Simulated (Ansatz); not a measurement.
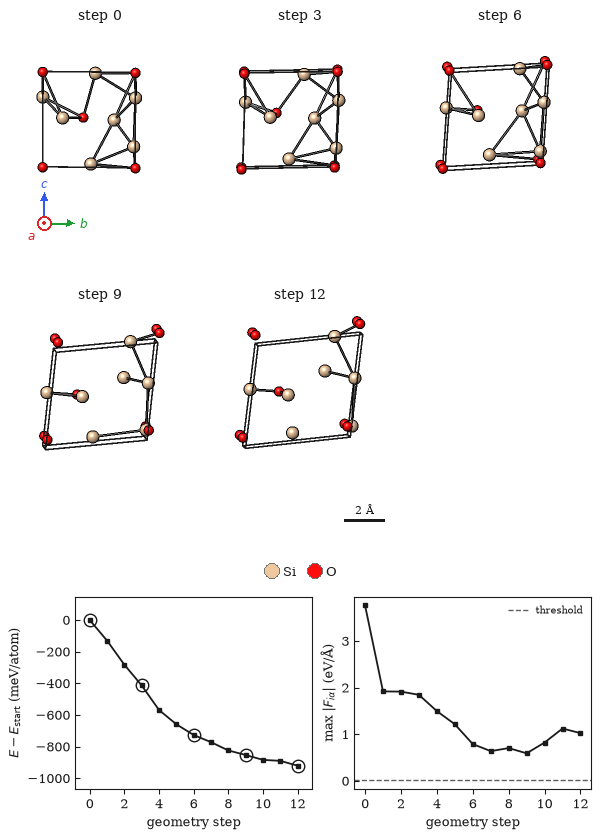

Frames of a relaxation of crystalline Si3O (built on the A15_223 type) (coarse preliminary run), marked on the history of the run. The picture is a ball-and-stick view of the cell of the calculation, reduced to other axes, seen along the a axis. Lengths and directions refer to the drawn axes.

Case: A15 type (Pm-3n, No. 223); cell x1, atoms moved at random (sigma 0.15 Å) and cell strained at random (1.5 %), then relaxed without symmetry.

Computed with DFT PBE, scalar-relativistic, plane waves, PAW in Ansatz 0.2.0. Settings: plane-wave cutoff 420 eV; k-point mesh 6 × 6 × 6; occupations gaussian; smearing width 0.1 eV; no spin polarisation; cell and atoms relaxed; force threshold 0.015 eV/Å; at most 120 steps.

### What happens along the run?

The run was cut off at its time limit before the relaxation converged, so the last structure is only a point on the way. After 12 geometry steps the energy has fallen by 920 meV per atom. The largest force component goes from 3.8 to 1 eV/Å. The pressure goes from 1.72 to 1.20 GPa. The largest move relative to the cell is that of an O atom, 1.11 Å along [1 −1 0]. By element the largest moves are O 1.11 Å, Si 0.99 Å. The drawn cell changes as follows: a 4.719 → 4.316 Å (−8.6 %), b 4.742 → 5.387 Å (+13.6 %), c 4.877 → 5.286 Å (+8.4 %), α 90.6° → 77.0°, β 91.1° → 93.9°, γ 91.1° → 87.5°; the volume changes by +9.3 %. Among the contacts that change: Si–Si 2.846 → 4.324 Å, O–Si 2.563 → 4.004 Å, Si–Si 3.011 → 4.277 Å, Si–Si 2.132 → 3.364 Å. Bonds break: Si–Si (2.13 → 3.36 Å). Bond angles that change, for instance: Si–Si–Si 164.0° → 111.2°, Si–Si–Si 121.8° → 158.1°, Si–Si–Si 116.3° → 151.6°. The space group stays P1 (No. 1). From step 0 to 3: an O atom moves most (0.53 Å), volume +2.0 %, energy −413 meV per atom. From step 3 to 6: a Si atom moves most (0.59 Å), volume +6.3 %, energy −313 meV per atom. From step 6 to 9: an O atom moves most (0.56 Å), volume −1.2 %, energy −126 meV per atom. From step 9 to 12: a Si atom moves most (0.25 Å), volume +2.0 %, energy −67.5 meV per atom.

```csv
step,"E − E(0), meV/atom","largest force component, eV/Å","pressure, GPa","volume, Å³/atom"
0,0.00,3.7630,1.72,13.637
1,-129.85,1.9199,-0.67,13.777
2,-282.26,1.9160,-0.64,13.848
3,-413.35,1.8466,1.77,13.908
4,-568.24,1.4981,2.36,14.226
5,-658.40,1.2154,2.78,14.539
6,-726.22,0.7907,0.98,14.789
7,-771.48,0.6391,0.15,14.803
8,-823.80,0.7047,-1.05,14.741
9,-852.63,0.5922,0.23,14.617
10,-883.40,0.8238,0.62,14.842
11,-889.63,1.1243,-0.27,14.892
12,-920.14,1.0250,1.20,14.903
```
